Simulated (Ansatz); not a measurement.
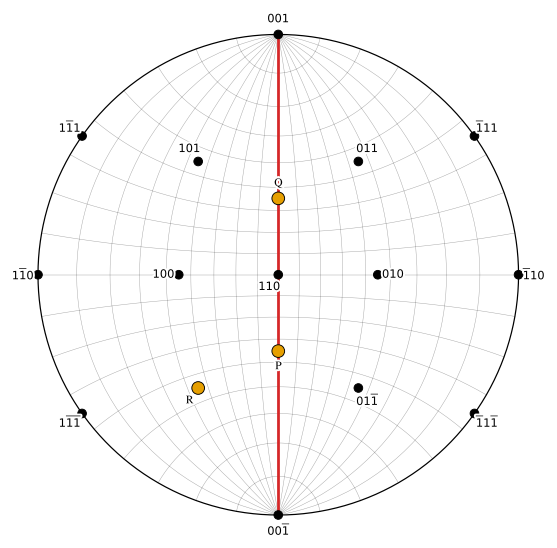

Crystal: Ti, the input geometry of an electronic-structure calculation (not necessarily at equilibrium); the starting structure was generated, so it need not be a known form of this composition. Stereographic projection of plane normals (upper hemisphere) centred on (1 1 0). Symmetry computed with spglib at a tolerance of 0.002 Å; standard conventional cell.

a = 4.133 Å, b = 4.133 Å, c = 4.133 Å, α = 90.00°, β = 90.00°, γ = 90.00°.

Q: Index the poles marked P, Q, R.

A: P is (1 1 −1), 35.3° from the centre; Q is (1 1 1), 35.3° from the centre; R is (1 0 −1), 60.0° from the centre.

Q: Which zone does the coloured great circle trace?

A: The zone [1 −1 0]: its poles satisfy h − k = 0.

Q: What is the angle between the normals of (1 −1 −1) and (0 1 1), and what are their d_hkl = 1/|g|?

A: 144.7°; d = 2.386 Å and 2.923 Å.
